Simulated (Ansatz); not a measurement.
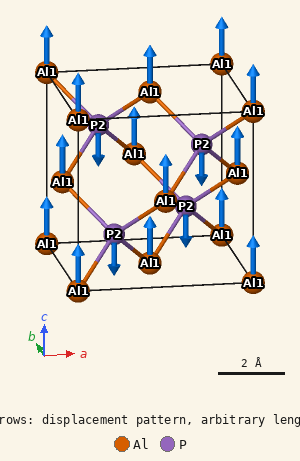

The lowest optical mode of solid AlP relaxed at 2 GPa, space group F-43m (No. 216), at the zone centre. The blue arrows are the displacements of the atoms (eigenvector over the root of the mass), of arbitrary overall length and sign. A ball-and-stick model of the conventional cell (4 times the calculation's cell), seen slightly off an axis. Lengths and directions refer to the drawn axes.

The calculation used Ansatz 0.2.0, DFT PBEsol, scalar-relativistic, plane waves, PAW. Set-up: plane-wave cutoff 420 eV; k-point mesh 10 × 10 × 10; occupations fixed; target pressure 2 GPa; no spin polarisation.

Frequencies are those without the non-analytic (LO–TO) term.

Q: Is this crystal at a minimum with respect to the drawn distortion?

A: Yes: this softest mode has a real frequency, and so have all others here. That speaks for this wave vector alone: the rest of the zone wasn't checked in this run. This is the T₂ mode (triply degenerate; one member of the set is drawn) at 446 cm⁻¹, the only optical level, infrared- and Raman-active by symmetry. The Al sublattice moves against the P sublattice, along c; the kinetic energy is shared as Al 53 %, P 47 %. Its infrared intensity is 24 (D/Å)²/amu for the set. The value is the transverse one; the longitudinal partner lies at 500 cm⁻¹.
